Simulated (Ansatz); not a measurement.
**A series of single points on GaSb₃**

System: GaSb₃ (I4/mmm, 4 atoms in the cell).
Method: DFT LDA, scalar-relativistic, plane waves, PAW, PAW set soft_1, no spin polarisation (Ansatz 0.2.0).

The 6 runs differ only in the geometry, by a strain of the cell at fixed fractional positions. Against run 3, the strain is εzz = η. The structure derives from a Materials Project entry.

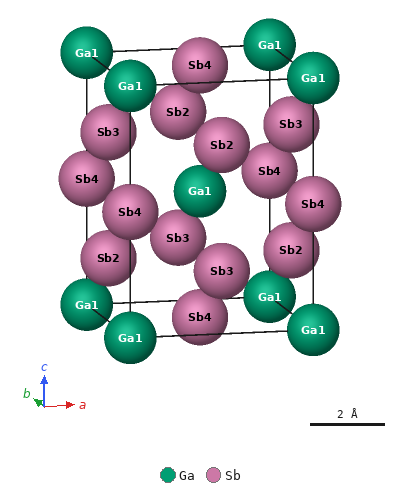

Figure 1. The structure of run 3 (spheres-only view of the cell 2 times as large as that of the calculation, set on its symmetry axes, seen slightly off an axis; atoms are numbered from 1 in the order of the input). An atom can appear more than once, as a periodic image.

## Input of run 3
```yaml
crystal:
  lattice:
    - [0.0, 3.6220011279, 3.4890736865]
    - [3.6220011279, 0.0, 3.4890736865]
    - [3.6220011279, 3.6220011279, 0.0]
  atoms:
    - { symbol: Ga, position: [0.0, 0.0, 0.0] }
    - { symbol: Sb, position: [0.25, 0.25, 0.25] }
    - { symbol: Sb, position: [0.75, 0.75, 0.75] }
    - { symbol: Sb, position: [0.5, 0.5, 0.5] }
basis:
  ecutwfc: 420
kpoints:
  mp_grid: { grid: [10, 10, 10] }
hamiltonian:
  xc: lda
  pseudopotentials: { kind: paw, azcp: { folder: soft_1 } }
scf:
  occupations: { method: gaussian, width: 0.15 }
output:
  forces: true
  stress: true
  eigenvalues: true
```

Command:
```bash
ansatz run input.yaml --threads 2 --pin off --max-ram 4096MiB --backend cpu --events-out ev --progress --plain --runs-dir out
```

Run 2 differs from it as follows:
```diff
-    - [0.0, 3.6220011279, 3.4890736865]
-    - [3.6220011279, 0.0, 3.4890736865]
+    - [0.0, 3.6220011279, 3.3565084452]
+    - [3.6220011279, 0.0, 3.3565084452]
```

## Results, with one run withheld

```csv
run,strain parameter η (%),"free energy per atom, from the lowest run given (meV)",pressure (GPa)
1,−7.6093,86.31,11.08
2,−3.7994,?,?
3,0.0000,1.64,2.86
4,7.6196,0.00,−2.11
5,11.4191,21.51,−3.73
6,15.2289,50.53,−4.90
```

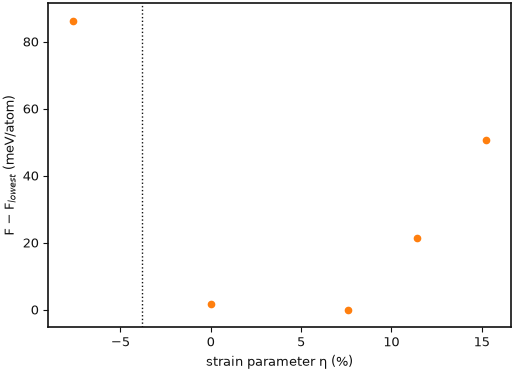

Figure 2. Free energy per atom of the runs given; the dotted line marks run 2.

Estimate the energy of run 2 from the others.

A cubic polynomial in the coordinate, fitted to the 5 runs given, misses them by at most 0.42 meV per atom. With x = η − 5.3317, it reads F = −6.1563 + 1.7199 x + 0.52714 x² − 0.012214 x³ (meV per atom). At run 2 it gives 31.39 meV per atom, and the run itself gives 32.44. The fit has its minimum at η = 3.7836 %. The fit misses that run by 1.05 meV per atom.

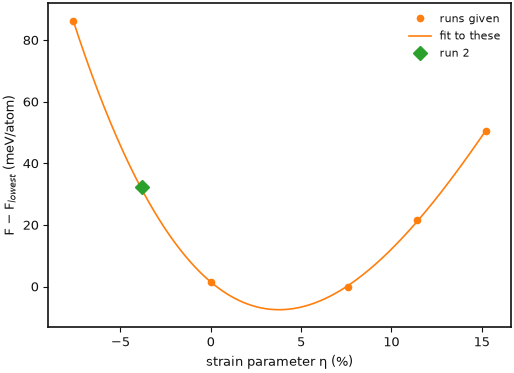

Figure 3. The fit and the withheld run.

## Output, shortened to warnings, some set-up lines, iterations and results (run 2)
```
Warning: [file] the record states the generating functional pbe (its physics header spells it `PBE`), which answers neither for hamiltonian.xc's functional nor for the lda family's — results may be inconsistent (PPs are generated against a specific XC)
Warning: [file] the record states the generating functional pbe (its physics header spells it `PBE`), which answers neither for hamiltonian.xc's functional nor for the lda family's — results may be inconsistent (PPs are generated against a specific XC)
Basis set: ecut = 420 eV, 1723 PW (Γ)
Symmetry: 16 space group operations
k-points: 102 of 1000
Initial density: superposition of atomic densities (chi_scale 0.1, normalization cell, long waves kept (reshape's long-wave potential 0.00 eV rms))
[...]
SCF iter   1: F=—  HF=-22713.947049 eV  |F-HF|=—  |Δ(HF+E_count)|=         —  Δρ=1.90e-2  dr2=5.66e-1  ethr=3.10e-3  ⟨swp⟩=8.2  Hψ=15516  notcnv=0
SCF iter   2: F=—  HF=-22713.817665 eV  |F-HF|=—  |Δ(HF+E_count)|=   1.29e-1  Δρ=1.05e-2  dr2=2.04e-1  ethr=9.76e-4  ⟨swp⟩=2.0  Hψ=4793  notcnv=0  defer=96
SCF iter   3: F=—  HF=-22713.751972 eV  |F-HF|=—  |Δ(HF+E_count)|=   6.57e-2  Δρ=4.21e-3  dr2=2.04e-2  ethr=3.52e-4  ⟨swp⟩=2.0  Hψ=5384  notcnv=0  defer=96
SCF iter   4: F=—  HF=-22713.739075 eV  |F-HF|=—  |Δ(HF+E_count)|=   1.29e-2  Δρ=1.05e-3  dr2=8.52e-4  ethr=3.52e-5  ⟨swp⟩=2.0  Hψ=4931  notcnv=0  defer=96
SCF iter   5: F=—  HF=-22713.739197 eV  |F-HF|=—  |Δ(HF+E_count)|=   1.22e-4  Δρ=4.18e-4  dr2=6.72e-5  ethr=1.47e-6  ⟨swp⟩=2.0  Hψ=4972  notcnv=0  defer=99
SCF iter   6: F=—  HF=-22713.739203 eV  |F-HF|=—  |Δ(HF+E_count)|=   6.06e-6  Δρ=8.09e-5  dr2=1.41e-6  ethr=1.16e-7  ⟨swp⟩=2.0  Hψ=5000  notcnv=0  defer=111
SCF iter   7: F=—  HF=-22713.739209 eV  |F-HF|=—  |Δ(HF+E_count)|=   5.94e-6  Δρ=1.58e-5  dr2=1.31e-7  ethr=2.44e-9  ⟨swp⟩=2.0  Hψ=4920  notcnv=0  defer=111
SCF iter   8: F=-22713.739209 eV  HF=-22713.739209 eV  |F-HF|=1.58e-9  |Δ(HF+E_count)|=   1.22e-7  Δρ=2.61e-6  dr2=5.88e-9  ethr=1.72e-10  ⟨swp⟩=9.7  Hψ=15900  notcnv=0
SCF 1 converged in 8 iterations: F = -22713.739209 eV  dr2 = 5.88e-9
SCF converged after 8 iterations
Free energy (F): -22713.739209 eV
Harris-Foulkes:  -22713.739209 eV  (|F-HF|=1.58e-9)
Internal energy: -22713.717678 eV  (E = F + TS)
E sigma→0 (E₀):  -22713.728444 eV
Entropy (-TS):   -0.021531 eV (-5.383 meV/atom)
Fermi energy:    13.213661 eV
--- Per-component energies (eV) ---
  E_band       = -357.417220
  E_kinetic    = 610.671551
  E_local      = -5167.007727  (includes V_loc(G=0)·N_el)
  E_nonlocal   = 1083.938887
  E_hartree    = 2460.771543
  E_xc         = -365.416432
  E_vxc        = -338.431360  (∫ρ·V_xc dr)
  E_paw        = -15089.538722  (= ΣΔE_a)
  E_vpaw       = -1468.128992  (= ΣTr[D̂ρ^β])
  E_aug_tail   = 0.000138  (compensation charges beyond the density's cutoff)
  E_ewald      = -6250.541829
  E_core_change = 3.404914  (= ΣΔE_core)
  E_smearing   = -0.021531  (= −TS)
  E_closure    = -0.000000  (closes the sum)
  Σ components = -22713.739209   (vs F -22713.739209, Δ=0.00e0)
--- Forces (eV/Å), atoms counted from 1 ---
  atom   1  Ga     0.00000000     0.00000000    -0.00000000
  atom   2  Sb     0.00000000     0.00000000     0.00000000
  atom   3  Sb     0.00000000     0.00000000     0.00000000
  atom   4  Sb     0.00000000     0.00000000    -0.00000000
  max |Σ_I F_I| component: 6.31e-29 eV/Å
--- Stress (GPa, compression-positive) ---
        5.935541       0.000000       0.000000
        0.000000       5.935541       0.000000
        0.000000       0.000000       7.379913
  P = ⅓ Tr σ = 6.4170 GPa (64.170 kbar)
```

The program warns: the PAW datasets were made with another functional.
